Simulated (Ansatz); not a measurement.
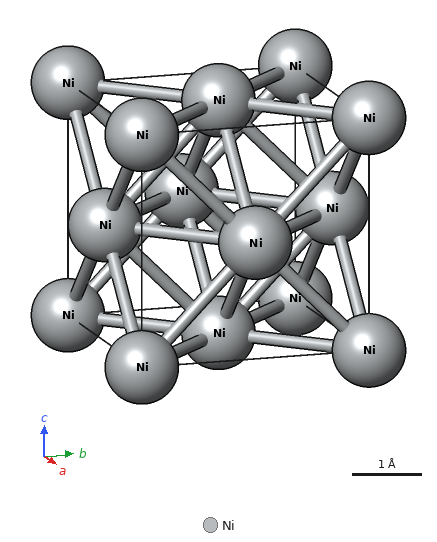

*The structure (ball-and-stick view of the cell 4 times as large as that of the calculation, set on its symmetry axes, seen slightly off an axis).*

# Single-point calculation, with input and output: Ni

System: Ni (1 atom in the cell).
Method: DFT, r2SCAN, PAW, plane waves (Ansatz 0.2.0).

The structure was built on a prototype by a generator.

## What the program printed
```
Pseudopotentials: kind: paw
Functional definition: r2SCAN
  parameter k0 = 0.174
  parameter k1 = 0.065
  parameter a1 = 4.9479
  exchange = r2scan_x(k0 = k0, k1 = k1, a1 = a1)
  correlation = r2scan_c
Crystal: 1 atoms, lattice volume = 10.399 Å³
Basis set: ecut = 500 eV, 259 PW (Γ), exchange–correlation on 72×72×72 points (64 copies of the dense FFT grid, shifted against one another)
Bands: 14, of which v1, the nominal top of the filled ones, is band 9 counted from 1 (8 counted from 0)
Symmetry: 48 space group operations
Space group: Fm-3m (ITA 225), of the structure as read, at distance tolerance 2.2e-5 Å
Magnetic group: BNS 225.116 (UNI 1618), of the structure as read, at distance tolerance 2.2e-5 Å
k-points: 120 of 3375
Non-local potential: Ni, projectors of the file, l = 0: 3, l = 1: 2, l = 2: 3, l = 3: 1
PAW form: soft (Blöchl's): semilocal exchange-correlation on the pseudo side does not see the compensation charge
PAW frozen core: Ni, regenerated for the run's functional (the file was generated under x = pbe(κ = 0.804, μ = 0.2195149727645171), c = pbe(β = 0.06672455060314922))
PAW one-centre angular grid: Ni, 590 points (default); XC on 160 Gauss nodes
Initial density: superposition of atomic densities (chi_scale 0.1, normalization cell)
Starting moments: Σ|m| = 0.7 μB on 1 of 1 site
Initial wavefunctions: pseudopotential atomic-orbital guess
Functional: x = r2scan, c = r2scan; τ floored in thin density (d = 2e-4 eV/Å³)
iter 1 solved again at ethr=2.68e-3 eV; its pass at ethr=3.10e-3 eV (dr2=4.83e-1 eV) is discarded
SCF iter   1: F=—  HF=-5844.396844 eV  |F-HF|=—  |Δ(HF+E_count)|=         —  Δρ=7.08e-2 (↑1.24e-2 ↓7.08e-2)  dr2=3.03e-1  dr2_τ=5.52e-3  dr2_m=1.34e-1  M=0.765 μB ∫|m|=0.834 μB  β_m=1.00  ethr=2.68e-3  ⟨swp⟩=3.4  Hψ=25170  notcnv=0
Mixer restart at iter 1: flushing history
preconditioner: auto → none  [metal: Δε(μ)=0.004 eV  Ē_g=17.295 eV  σ=0.100 eV  W_gap=0.01  n_scr=0 (ndim 8)  ℏωp=36.4 eV  f_vac=0.000  D(μ)=1.46/eV (n_scr^D=14)]
SCF iter   2: F=—  HF=-5844.266634 eV  |F-HF|=—  |Δ(HF+E_count)|=   1.30e-1  Δρ=2.41e-2 (↑2.41e-2 ↓2.34e-2)  dr2=9.09e-2  dr2_τ=7.28e-4  dr2_m=1.09e-3  M=0.738 μB ∫|m|=0.851 μB  β_m=1.00  ethr=1.69e-3  ⟨swp⟩=3.4  Hψ=9371  notcnv=0  κ⁻¹=1.0e0(r=1)
SCF iter   3: F=—  HF=-5844.615867 eV  |F-HF|=—  |Δ(HF+E_count)|=         —  Δρ=2.18e-2 (↑2.18e-2 ↓1.03e-2)  dr2=2.21e-2  dr2_τ=2.07e-4  dr2_m=1.15e-2  M=0.785 μB ∫|m|=0.919 μB  β_m=1.00  ethr=5.05e-4  ⟨swp⟩=2.3  Hψ=6461  notcnv=0
Mixer restart at iter 3: flushing history
SCF iter   4: F=—  HF=-5844.873192 eV  |F-HF|=—  |Δ(HF+E_count)|=   2.57e-1  Δρ=1.17e-2 (↑9.76e-3 ↓1.17e-2)  dr2=1.74e-2  dr2_τ=1.45e-4  dr2_m=2.12e-4  M=0.772 μB ∫|m|=0.921 μB  β_m=1.00  ethr=1.23e-4  ⟨swp⟩=3.0  Hψ=7990  notcnv=0  κ⁻¹=1.0e0(r=1)
SCF iter   5: F=—  HF=-5845.073782 eV  |F-HF|=—  |Δ(HF+E_count)|=   2.01e-1  Δρ=9.98e-3 (↑6.86e-3 ↓9.98e-3)  dr2=1.23e-2  dr2_τ=1.01e-4  dr2_m=2.78e-4  M=0.757 μB ∫|m|=0.915 μB  β_m=1.00  ethr=9.64e-5  ⟨swp⟩=2.2  Hψ=6355  notcnv=0  κ⁻¹=3.9e-2(r=2)
SCF iter   6: F=—  HF=-5845.291731 eV  |F-HF|=—  |Δ(HF+E_count)|=   2.18e-1  Δρ=3.59e-3 (↑2.42e-3 ↓3.59e-3)  dr2=1.48e-3  dr2_τ=2.16e-5  dr2_m=1.89e-4  M=0.709 μB ∫|m|=0.882 μB  β_m=1.00  ethr=6.85e-5  ⟨swp⟩=2.8  Hψ=7975  notcnv=0  κ⁻¹=2.7e-3(r=3)
SCF iter   7: F=—  HF=-5845.308104 eV  |F-HF|=—  |Δ(HF+E_count)|=   1.64e-2  Δρ=1.28e-3 (↑1.28e-3 ↓1.17e-3)  dr2=1.06e-4  dr2_τ=7.44e-6  dr2_m=1.04e-4  M=0.711 μB ∫|m|=0.872 μB  β_m=1.00  ethr=8.20e-6  ⟨swp⟩=2.0  Hψ=7778  notcnv=0  κ⁻¹=1.5e-3(r=4)
SCF iter   8: F=—  HF=-5845.308629 eV  |F-HF|=—  |Δ(HF+E_count)|=   5.25e-4  Δρ=6.91e-4 (↑6.91e-4 ↓3.32e-4)  dr2=1.39e-5  dr2_τ=1.54e-6  dr2_m=1.08e-5  M=0.709 μB ∫|m|=0.870 μB  β_m=1.00  ethr=5.90e-7  ⟨swp⟩=2.1  Hψ=5546  notcnv=0  κ⁻¹=1.3e-3(r=5)
SCF iter   9: F=—  HF=-5845.309357 eV  |F-HF|=—  |Δ(HF+E_count)|=   7.28e-4  Δρ=5.12e-4 (↑8.96e-5 ↓5.12e-4)  dr2=1.62e-5  dr2_τ=3.53e-8  dr2_m=6.26e-6  M=0.710 μB ∫|m|=0.870 μB  β_m=1.00  ethr=7.75e-8  ⟨swp⟩=3.1  Hψ=6743  notcnv=0  κ⁻¹=1.1e-4(r=6)
SCF iter  10: F=—  HF=-5845.309614 eV  |F-HF|=—  |Δ(HF+E_count)|=   2.57e-4  Δρ=9.53e-5 (↑9.53e-5 ↓7.66e-5)  dr2=7.85e-8  dr2_τ=9.62e-9  dr2_m=6.28e-7  M=0.709 μB ∫|m|=0.869 μB  β_m=1.00  ethr=7.75e-8  ⟨swp⟩=2.0  Hψ=5479  notcnv=0  κ⁻¹=5.4e-6(r=7)
SCF iter  11: F=—  HF=-5845.309670 eV  |F-HF|=—  |Δ(HF+E_count)|=   5.54e-5  Δρ=1.21e-4 (↑4.87e-5 ↓1.21e-4)  dr2=4.52e-7  dr2_τ=3.97e-9  dr2_m=6.32e-7  M=0.708 μB ∫|m|=0.868 μB  β_m=1.00  ethr=4.36e-10  ⟨swp⟩=3.1  Hψ=6823  notcnv=0  κ⁻¹=1.1e-6(r=8)
SCF iter  12: F=—  HF=-5845.309719 eV  |F-HF|=—  |Δ(HF+E_count)|=   4.92e-5  Δρ=7.75e-5 (↑2.18e-5 ↓7.75e-5)  dr2=2.17e-7  dr2_τ=7.86e-10  dr2_m=2.18e-7  M=0.707 μB ∫|m|=0.867 μB  β_m=1.00  ethr=4.36e-10  ⟨swp⟩=3.0  Hψ=6914  notcnv=0  κ⁻¹=5.3e-8(r=8)
SCF iter  13: F=—  HF=-5845.309729 eV  |F-HF|=—  |Δ(HF+E_count)|=   1.01e-5  Δρ=6.33e-5 (↑1.16e-5 ↓6.33e-5)  dr2=2.89e-7  dr2_τ=4.30e-10  dr2_m=8.25e-8  M=0.707 μB ∫|m|=0.866 μB  β_m=1.00  ethr=4.36e-10  ⟨swp⟩=2.4  Hψ=6007  notcnv=0  κ⁻¹=6.7e-8(r=8)
SCF iter  14: F=—  HF=-5845.309734 eV  |F-HF|=—  |Δ(HF+E_count)|=   4.47e-6  Δρ=1.63e-5 (↑3.42e-6 ↓1.63e-5)  dr2=2.01e-8  dr2_τ=4.66e-11  dr2_m=5.23e-9  M=0.707 μB ∫|m|=0.866 μB  β_m=1.00  ethr=4.36e-10  ⟨swp⟩=2.3  Hψ=5827  notcnv=0  κ⁻¹=1.1e-7(r=8)
SCF iter  15: F=—  HF=-5845.309734 eV  |F-HF|=—  |Δ(HF+E_count)|=   5.01e-7  Δρ=1.94e-6 (↑8.32e-7 ↓1.94e-6)  dr2=2.95e-10  dr2_τ=1.40e-12  dr2_m=8.62e-11  M=0.707 μB ∫|m|=0.866 μB  β_m=1.00  ethr=1.12e-10  ⟨swp⟩=2.4  Hψ=5882  notcnv=0  κ⁻¹=3.7e-7(r=8)
SCF iter  16: F=-5845.309734 eV  HF=-5845.309734 eV  |F-HF|=6.95e-10  |Δ(HF+E_count)|=   6.89e-9  Δρ=3.00e-6 (↑9.82e-7 ↓3.00e-6)  dr2=9.29e-10  dr2_τ=1.81e-12  dr2_m=1.10e-10  M=0.707 μB ∫|m|=0.866 μB  ethr=1.64e-12  ⟨swp⟩=1.9  Hψ=12068  notcnv=0
SCF 1 converged in 16 iterations: F = -5845.309734 eV  dr2 = 9.29e-10
  greatest PAW one-centre occupation: 1.001 electrons in one spin orbital (limit 2), on the Ni atom at site 0 (counted from 0), in its partial waves of l = 1
```

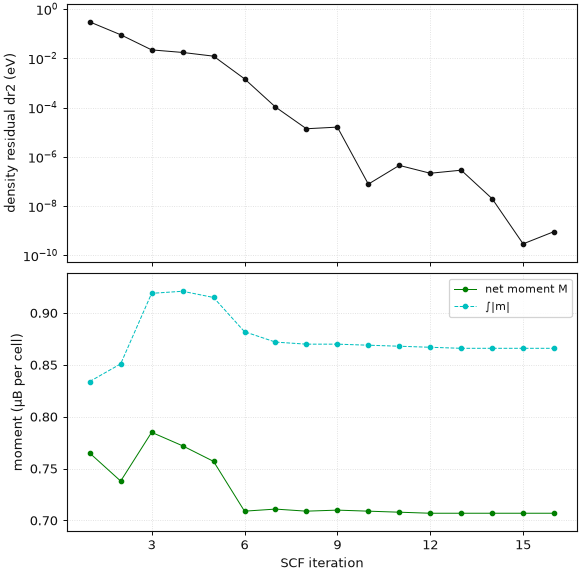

*Convergence of the self-consistent field: density residual dr2 and magnetic moment against the SCF iteration.*

The residual falls unevenly and jumps up by a factor of two or more 2 times on the way down. The net moment stays at 0.7 μB per cell.

```
this state was not tested for a lower state beside it, because the mixer in use, unlike msr1, does not test its closes by its own steps (another_mixer; see scf.mixing.algorithm and scf.lower_state_search)
SCF converged after 16 iterations
Magnetization: 0.7068 μB (9.3534 up, 8.6466 down)
Absolute magnetization: 0.8669 μB (∫|ρ↑−ρ↓|, with the PAW one-centre terms)
Spin contamination: 0.0181 ħ² per cell (⟨S²⟩ above its minimum at these occupations)
Per-site moments (μB) at R_I (Å): [(0.7707680469930801, 1.010625225232383)]
Free energy (F): -5845.309734 eV
Harris-Foulkes:  -5845.309734 eV  (|F-HF|=6.95e-10)
Internal energy: -5845.270505 eV  (E = F + TS)
E sigma→0 (E₀):  -5845.290119 eV
Entropy (-TS):   -0.039229 eV (-39.229 meV/atom)
Fermi energy:    19.142054 eV
--- Per-component energies (eV) ---
  E_band       = -293.362105
  E_kinetic    = 282.545254
  E_local      = -3368.208199  (includes V_loc(G=0)·N_el)
  E_nonlocal   = 640.064850
  E_hartree    = 1410.394934
  E_xc         = -79.080705
  E_vxc        = -117.424673  (∫ρ·V_xc dr)
  E_paw        = -1643.862513  (= ΣΔE_a)
  E_vpaw       = -559.840499  (= ΣTr[D̂ρ^β])
  E_aug_tail   = 0.000244  (compensation charges beyond the density's cutoff)
  E_vtau       = 8.713361  (kinetic-family band-sum trace: ∫τ·v_τ [+ j·A + Jᵃ·Aᵃ] dr)
  E_ewald      = -3086.824302
  E_core_change = -0.300069  (= ΣΔE_core)
  E_smearing   = -0.039229  (= −TS)
  E_closure    = 0.000000  (closes the sum)
  Σ components = -5845.309734   (vs F -5845.309734, Δ=0.00e0)
--- Forces (eV/Å), atoms counted from 1 ---
  atom   1  Ni    -0.00000000     0.00000000    -0.00000000
  max |Σ_I F_I| component: 2.96e-27 eV/Å
--- Band table (eV; the first three rows and the last of 240) ---
  k-point 0 ↑: bands = ["-88.6571", "-47.4095", "-47.4095", "-47.4095", "9.3015", "16.0910", "16.0910", "16.0910", "17.4567", "17.4567", "43.8011", "48.3686", "48.3686", "48.3686"]
  k-point 1 ↑: bands = ["-88.6553", "-47.4210", "-47.4112", "-47.4112", "9.4881", "16.0430", "16.1329", "16.1329", "17.4388", "17.4388", "43.2128", "46.2361", "47.8880", "47.8880"]
  k-point 2 ↑: bands = ["-88.6502", "-47.4532", "-47.4158", "-47.4158", "10.0350", "15.9203", "16.2370", "16.2370", "17.4059", "17.4059", "40.5523", "44.9910", "47.1000", "47.1000"]
  k-point 119 ↓: bands = ["-87.3037", "-46.3201", "-46.3074", "-46.2315", "15.1922", "16.2123", "16.5770", "18.1252", "19.6914", "26.9953", "27.2251", "30.1035", "31.8921", "49.5603"]
--- Löwdin populations: 1 site ---
  site symbol       q [e]    m [muB]
     0     Ni     17.7766     0.7533
  spilling = 0.012411 (of n_electrons = 18.000000)
```

The run was set up as follows.

## The input
```yaml
crystal:
  lattice:
    - [0.000000, 1.732412, 1.732412]
    - [1.732412, 0.000000, 1.732412]
    - [1.732412, 1.732412, 0.000000]
  atoms:
    - { symbol: Ni, position: [0.000000, 0.000000, 0.000000], spin: 0.7 }
kpoints:
  mp_grid: { grid: [15, 15, 15] }
hamiltonian:
  xc: r2scan
magnetization:
  spin_polarized: true
scf:
  occupations: { method: fermi_dirac, width: 0.1 }
output:
  forces: true
  eigenvalues: true
  populations: true
```

Launch command:
```bash
ansatz run in.yaml --threads 8 --pin off --max-ram 118750MiB --runs-dir r --events-out ev --progress --plain --backend cuda --devices 0,
```

## Results in brief

| quantity | value |
| --- | --- |
| outcome | converged |
| space group (tolerance 0.01 Å) | Fm-3m (225) |
| electrons treated | 18 |
| free energy | −5845.3097 eV |
| Fermi energy | 19.142 eV |
| net moment of the cell | 0.71 μB |
| largest force (length of the vector) | under 0.001 eV/Å |
| hardware | 1 × NVIDIA GB300 Max-Q, 8 threads of Arm Neoverse-V2, 125 GiB of memory available, shared host |
| wall time | 2.9 s (CPU time 8 s) |
| peak memory | 1.6 GiB |

## Notes

The program warns: the state was not tested for a lower one.
